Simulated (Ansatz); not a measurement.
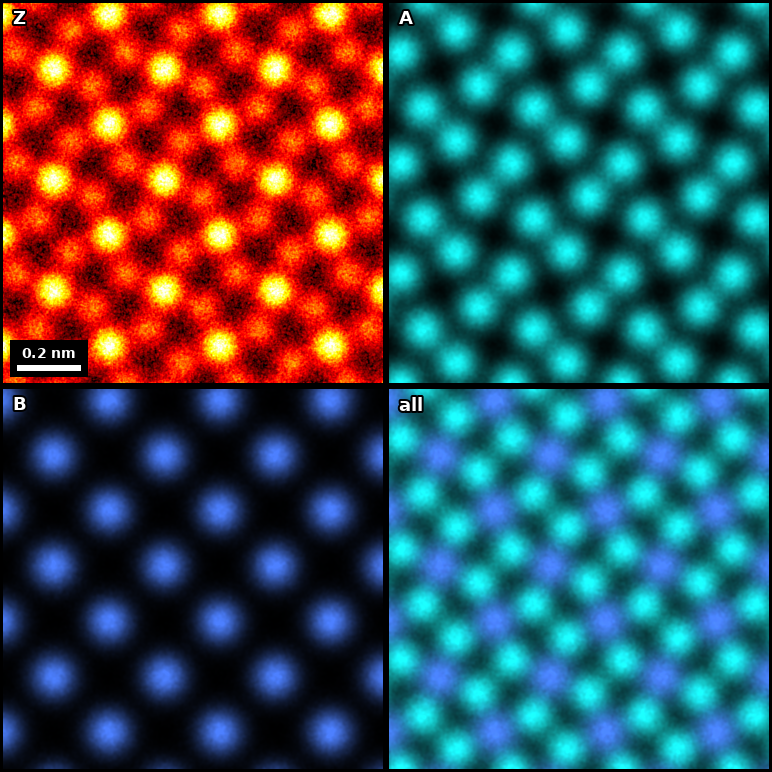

SiO2 (I-42d, No. 122) along [001]. Panel Z: Simulated incoherent Z contrast: every atom adds Z^1.7 spread by a probe of 0.84 Å full width; channelling and multiple scattering are left out. The probe carries 15 % of its weight in a tail 2.5 times as wide. The display is stretched by a gamma of 0.65; percentages refer to the linear signal. Shot noise was added. The other panels are simulated element maps (the number of atoms of one element along the beam, blurred by 1.1 Å, with counting noise; each on its own scale, no channelling); the last overlays them. Structure used: the geometry relaxed with DFT r2SCAN, scalar-relativistic, plane waves, PAW in Ansatz.

Space group I-42d (No. 122). a = 4.946 Å, b = 4.946 Å, c = 7.313 Å, α = 90.00°, β = 90.00°, γ = 90.00°
| atom | site | symmetry | x | y | z |
| --- | --- | --- | --- | --- | --- |
| Si | 4a | -4.. | 0.0000 | 0.0000 | 0.0000 |
| O | 8d | .2. | 0.2500 | 0.5982 | 0.3750 |

Which element does each lettered map show?

Answer. A: O, B: Si. The projected cell (3.50 × 3.50 Å, 90°) holds 6 columns: 4 of O and 2 of Si. No column is shared by two of the mapped elements.
